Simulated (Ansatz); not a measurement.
## Ta8H4C: geometry relaxation (part 3 of 3)

Continued. System: Ta8H4C (slab, 13 atoms in the cell). Method: DFT PBEsol, scalar-relativistic, plane waves, PAW, no spin polarisation (Ansatz 0.2.0); cutoff 420 eV, 6×6×1 k-mesh, Gaussian smearing of 0.1 eV. The structure derives from an entry of the Crystallography Open Database. The input holds or restrains some coordinates. Forces given for the steps count only the free coordinates. It belongs to a series of runs on one base structure; here: CH4 put at a top Ta site.

Geometry of the input (Å; fractional positions):
```
4.6394  0.0000  0.0000
-2.3197  4.0178  0.0000
0.0000  0.0000  27.0787
Ta 0.6667  0.3333  0.3139
Ta 0.3333  0.6667  0.3489
Ta 0.0000  0.0000  0.3838
Ta 0.6667  0.3333  0.4188
Ta 0.3333  0.6667  0.4500
Ta 0.0000  0.0000  0.4911
Ta 0.6667  0.3333  0.5214
Ta 0.3333  0.6667  0.5460
H  0.6667  0.3333  0.6443
C  0.6667  0.3333  0.6845
H  0.8238  0.2367  0.6978
H  0.7633  0.5870  0.6978
H  0.4130  0.1762  0.6978
```

Trajectory as extended XYZ, continued:
```
13
Lattice="4.6394 0.0000 0.0000 -2.3197 4.0178 0.0000 0.0000 0.0000 27.0787" Properties=species:S:1:pos:R:3:forces:R:3 step=6 energy=-78755.01671 accepted=F
Ta    2.3197    1.3393    8.5000    0.0000   0.0000   1.9388
Ta    0.0000    2.6785    9.4470    0.0000   0.0000   0.0374
Ta    0.0000    0.0000   10.3940    0.0000   0.0000  -1.1679
Ta    2.3197    1.3393   11.3410    0.0000   0.0000  -0.7951
Ta    0.0000    2.6785   12.1900    0.0000   0.0000  -0.0288
Ta    0.0000    0.0000   13.3034    0.0000   0.0000  -0.0199
Ta    2.3197    1.3393   14.1175    0.0000   0.0000   0.0351
Ta    0.0000    2.6785   14.7900    0.0000   0.0000   0.0029
H     2.3197    1.3393   17.5649    0.0000   0.0000  -0.0458
C     2.3197    1.3393   18.6656    0.0000   0.0000   0.2070
H     3.3597    1.2533   19.0291   -0.2055   0.0194  -0.0546
H     1.8741    2.2829   19.0291    0.0859  -0.1877  -0.0546
H     1.7252    0.4816   19.0291    0.1196   0.1682  -0.0546
13
Lattice="4.6394 0.0000 0.0000 -2.3197 4.0178 0.0000 0.0000 0.0000 27.0787" Properties=species:S:1:pos:R:3:forces:R:3 step=7 energy=-78755.01780
Ta    2.3197    1.3393    8.5000    0.0000   0.0000   1.9359
Ta    0.0000    2.6785    9.4470    0.0000   0.0000   0.0364
Ta    0.0000    0.0000   10.3940    0.0000   0.0000  -1.1733
Ta    2.3197    1.3393   11.3410    0.0000   0.0000  -0.8027
Ta    0.0000    2.6785   12.1889    0.0000   0.0000  -0.0224
Ta    0.0000    0.0000   13.3016    0.0000   0.0000  -0.0061
Ta    2.3197    1.3393   14.1178    0.0000   0.0000   0.0185
Ta    0.0000    2.6785   14.7881    0.0000   0.0000   0.0101
H     2.3197    1.3393   17.5067    0.0000   0.0000   0.0049
C     2.3197    1.3393   18.6092    0.0000   0.0000  -0.0018
H     3.3375    1.1492   18.9735    0.0254  -0.0002   0.0002
H     1.9754    2.3157   18.9735   -0.0126   0.0221   0.0002
H     1.6462    0.5529   18.9735   -0.0129  -0.0219   0.0002
13
Lattice="4.6394 0.0000 0.0000 -2.3197 4.0178 0.0000 0.0000 0.0000 27.0787" Properties=species:S:1:pos:R:3:forces:R:3 step=8 energy=-78755.01801
Ta    2.3197    1.3393    8.5000    0.0000   0.0000   1.9356
Ta    0.0000    2.6785    9.4470    0.0000   0.0000   0.0346
Ta    0.0000    0.0000   10.3940    0.0000   0.0000  -1.1734
Ta    2.3197    1.3393   11.3410    0.0000   0.0000  -0.7964
Ta    0.0000    2.6785   12.1885    0.0000   0.0000   0.0005
Ta    0.0000    0.0000   13.3010    0.0000   0.0000   0.0101
Ta    2.3197    1.3393   14.1199    0.0000   0.0000   0.0029
Ta    0.0000    2.6785   14.7905    0.0000   0.0000  -0.0163
H     2.3197    1.3393   17.5129    0.0000   0.0000  -0.0035
C     2.3197    1.3393   18.6152    0.0000   0.0000   0.1122
H     3.3566    1.2450   18.9782   -0.1339   0.0149  -0.0354
H     1.8828    2.2844   18.9782    0.0541  -0.1233  -0.0354
H     1.7196    0.4884   18.9782    0.0798   0.1085  -0.0354
13
Lattice="4.6394 0.0000 0.0000 -2.3197 4.0178 0.0000 0.0000 0.0000 27.0787" Properties=species:S:1:pos:R:3:forces:R:3 step=9 energy=-78755.01893
Ta    2.3197    1.3393    8.5000    0.0000   0.0000   1.9359
Ta    0.0000    2.6785    9.4470    0.0000   0.0000   0.0344
Ta    0.0000    0.0000   10.3940    0.0000   0.0000  -1.1735
Ta    2.3197    1.3393   11.3410    0.0000   0.0000  -0.7973
Ta    0.0000    2.6785   12.1885    0.0000   0.0000  -0.0010
Ta    0.0000    0.0000   13.3011    0.0000   0.0000   0.0074
Ta    2.3197    1.3393   14.1196    0.0000   0.0000   0.0067
Ta    0.0000    2.6785   14.7903    0.0000   0.0000  -0.0140
H     2.3197    1.3393   17.5264    0.0000   0.0000  -0.0006
C     2.3197    1.3393   18.6287    0.0000   0.0000   0.0050
H     3.3522    1.2406   18.9914   -0.0130   0.0040  -0.0011
H     1.8889    2.2827   18.9914    0.0030  -0.0133  -0.0011
H     1.7180    0.4944   18.9914    0.0100   0.0093  -0.0011
13
Lattice="4.6394 0.0000 0.0000 -2.3197 4.0178 0.0000 0.0000 0.0000 27.0787" Properties=species:S:1:pos:R:3:forces:R:3 step=10 energy=-78755.01893
Ta    2.3197    1.3393    8.5000    0.0000   0.0000   1.9359
Ta    0.0000    2.6785    9.4470    0.0000   0.0000   0.0343
Ta    0.0000    0.0000   10.3940    0.0000   0.0000  -1.1735
Ta    2.3197    1.3393   11.3410    0.0000   0.0000  -0.7973
Ta    0.0000    2.6785   12.1885    0.0000   0.0000  -0.0009
Ta    0.0000    0.0000   13.3011    0.0000   0.0000   0.0074
Ta    2.3197    1.3393   14.1196    0.0000   0.0000   0.0067
Ta    0.0000    2.6785   14.7903    0.0000   0.0000  -0.0140
H     2.3197    1.3393   17.5264    0.0000   0.0000  -0.0003
C     2.3197    1.3393   18.6287    0.0000   0.0000   0.0050
H     3.3522    1.2406   18.9914   -0.0133   0.0040  -0.0011
H     1.8889    2.2827   18.9914    0.0032  -0.0135  -0.0011
H     1.7180    0.4944   18.9914    0.0101   0.0095  -0.0011
13
Lattice="4.6394 0.0000 0.0000 -2.3197 4.0178 0.0000 0.0000 0.0000 27.0787" Properties=species:S:1:pos:R:3:forces:R:3 step=11 energy=-78755.01919
Ta    2.3197    1.3393    8.5000    0.0000   0.0000   1.9358
Ta    0.0000    2.6785    9.4470    0.0000   0.0000   0.0349
Ta    0.0000    0.0000   10.3940    0.0000   0.0000  -1.1720
Ta    2.3197    1.3393   11.3410    0.0000   0.0000  -0.7957
Ta    0.0000    2.6785   12.1884    0.0000   0.0000  -0.0002
Ta    0.0000    0.0000   13.3019    0.0000   0.0000   0.0009
Ta    2.3197    1.3393   14.1198    0.0000   0.0000   0.0071
Ta    0.0000    2.6785   14.7902    0.0000   0.0000  -0.0111
H     2.3197    1.3393   17.5383    0.0000   0.0000  -0.0022
C     2.3197    1.3393   18.6405    0.0000   0.0000   0.0060
H     3.3553    1.2784   19.0030   -0.0185   0.0028  -0.0012
H     1.8546    2.2666   19.0030    0.0068  -0.0174  -0.0012
H     1.7491    0.4728   19.0030    0.0117   0.0146  -0.0012
13
Lattice="4.6394 0.0000 0.0000 -2.3197 4.0178 0.0000 0.0000 0.0000 27.0787" Properties=species:S:1:pos:R:3:forces:R:3 step=12 energy=-78755.01929
Ta    2.3197    1.3393    8.5000    0.0000   0.0000   1.9338
Ta    0.0000    2.6785    9.4470    0.0000   0.0000   0.0362
Ta    0.0000    0.0000   10.3940    0.0000   0.0000  -1.1735
Ta    2.3197    1.3393   11.3410    0.0000   0.0000  -0.7968
Ta    0.0000    2.6785   12.1877    0.0000   0.0000   0.0030
Ta    0.0000    0.0000   13.3017    0.0000   0.0000   0.0018
Ta    2.3197    1.3393   14.1207    0.0000   0.0000  -0.0035
Ta    0.0000    2.6785   14.7890    0.0000   0.0000   0.0002
H     2.3197    1.3393   17.5508    0.0000   0.0000  -0.0002
C     2.3197    1.3393   18.6530    0.0000   0.0000   0.0204
H     3.3574    1.3223   19.0158   -0.0350   0.0011  -0.0071
H     1.8155    2.2465   19.0158    0.0166  -0.0308  -0.0071
H     1.7861    0.4491   19.0158    0.0184   0.0298  -0.0071
13
Lattice="4.6394 0.0000 0.0000 -2.3197 4.0178 0.0000 0.0000 0.0000 27.0787" Properties=species:S:1:pos:R:3:forces:R:3 step=13 energy=-78755.01936
Ta    2.3197    1.3393    8.5000    0.0000   0.0000   1.9343
Ta    0.0000    2.6785    9.4470    0.0000   0.0000   0.0364
Ta    0.0000    0.0000   10.3940    0.0000   0.0000  -1.1721
Ta    2.3197    1.3393   11.3410    0.0000   0.0000  -0.7957
Ta    0.0000    2.6785   12.1880    0.0000   0.0000   0.0006
Ta    0.0000    0.0000   13.3022    0.0000   0.0000  -0.0018
Ta    2.3197    1.3393   14.1205    0.0000   0.0000   0.0001
Ta    0.0000    2.6785   14.7893    0.0000   0.0000  -0.0006
H     2.3197    1.3393   17.5472    0.0000   0.0000   0.0005
C     2.3197    1.3393   18.6494    0.0000   0.0000   0.0017
H     3.3565    1.3255   19.0124   -0.0085   0.0005  -0.0013
H     1.8131    2.2441   19.0124    0.0038  -0.0076  -0.0013
H     1.7894    0.4482   19.0124    0.0047   0.0071  -0.0013
13
Lattice="4.6394 0.0000 0.0000 -2.3197 4.0178 0.0000 0.0000 0.0000 27.0787" Properties=species:S:1:pos:R:3:forces:R:3 step=14 energy=-78755.01936
Ta    2.3197    1.3393    8.5000    0.0000   0.0000   1.9344
Ta    0.0000    2.6785    9.4470    0.0000   0.0000   0.0364
Ta    0.0000    0.0000   10.3940    0.0000   0.0000  -1.1721
Ta    2.3197    1.3393   11.3410    0.0000   0.0000  -0.7957
Ta    0.0000    2.6785   12.1880    0.0000   0.0000   0.0004
Ta    0.0000    0.0000   13.3022    0.0000   0.0000  -0.0019
Ta    2.3197    1.3393   14.1205    0.0000   0.0000   0.0000
Ta    0.0000    2.6785   14.7893    0.0000   0.0000  -0.0006
H     2.3197    1.3393   17.5472    0.0000   0.0000   0.0007
C     2.3197    1.3393   18.6494    0.0000   0.0000   0.0025
H     3.3565    1.3255   19.0124   -0.0090   0.0005  -0.0013
H     1.8131    2.2441   19.0124    0.0040  -0.0081  -0.0013
H     1.7894    0.4482   19.0124    0.0050   0.0075  -0.0013
```

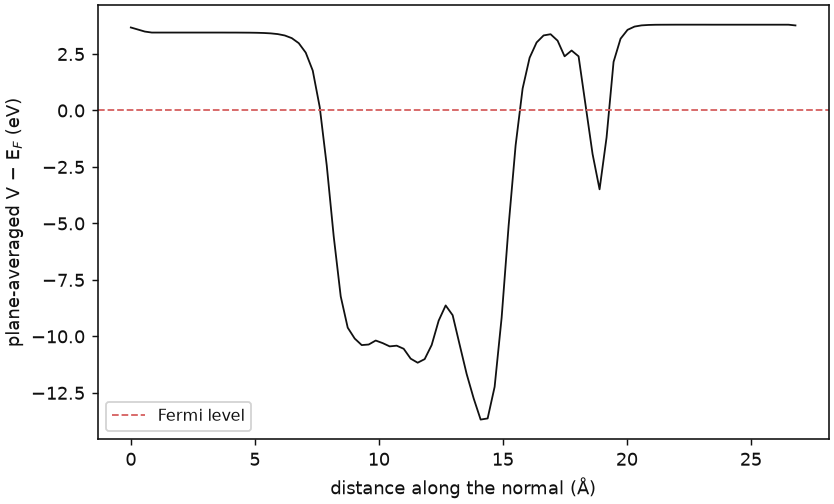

Plane average of the electrostatic potential energy of an electron across the cell, from the Fermi level. The vacuum level lies 3.80 eV above the Fermi level on the upper side and 3.45 eV on the lower.

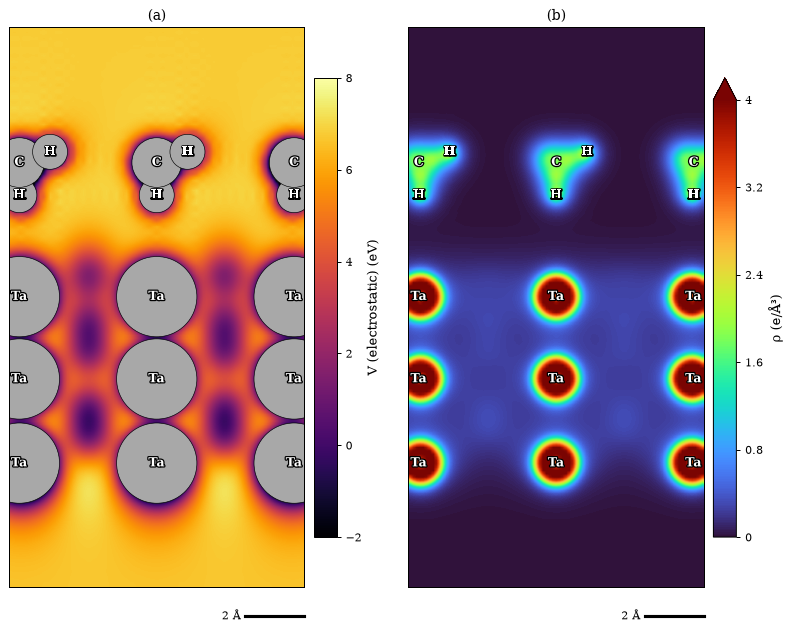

(a) electrostatic potential (local pseudopotential plus Hartree) felt by an electron; (b) valence electron density on the (010) plane of the calculation cell, a cut from vacuum to vacuum. Grey discs, where drawn, cover atomic cores. The section cuts through Ta, H and C sites. C–H (1.10 Å): ρ is about 1.9 e/Å³ halfway. Ta–Ta (2.78 Å): ρ at the midpoint is about 0.37 e/Å³. Ta–Ta (2.84 Å): the density is about 0.34 e/Å³ at the midpoint. The density dies away to nearly zero in the vacuum. Core electrons are frozen (PAW), so the fields are smoothed inside the atomic spheres.

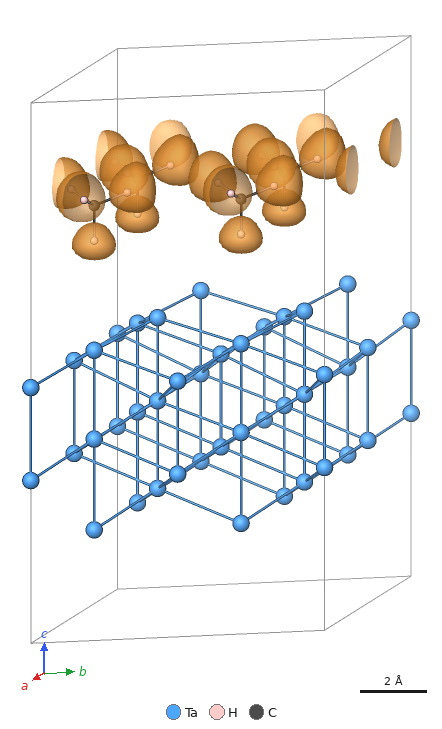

Isosurface of the electron localisation function at 0.9 (orange), seen slightly off an axis. Core shells and regions of very low density are left out. Sticks mark near contacts. The ELF exceeds this value in four regions around hydrogen nuclei, counted in one cell of 13 atoms. Along the contacts the grid gives the following. Ta–Ta (2.60 Å): the ELF is about 0.35 at the midpoint (no localised pair between them).

Results in brief:

| quantity | value |
| --- | --- |
| outcome | converged under the restraints of the input |
| electrons treated | 112 |
| free energy | −78755.0194 eV |
| work function, top face | 3.80 eV |
| work function, bottom face | 3.45 eV |
| Fermi energy | 3.100 eV |
| gap on the k-point mesh | none (metallic) |
| final volume | 504.75 Å³ |
| work function (upper face) | 3.80 eV |
| largest force (length of the vector) at the end, held atoms and coordinates included | 1.934 eV/Å |
| wall time | 3.2 min (CPU time 11 min) |
| peak memory | 1.1 GiB |

Notes:

The program warns: the exchange-correlation potential is rough where the density is thin. Spin–orbit coupling is left out, which matters for Ta.
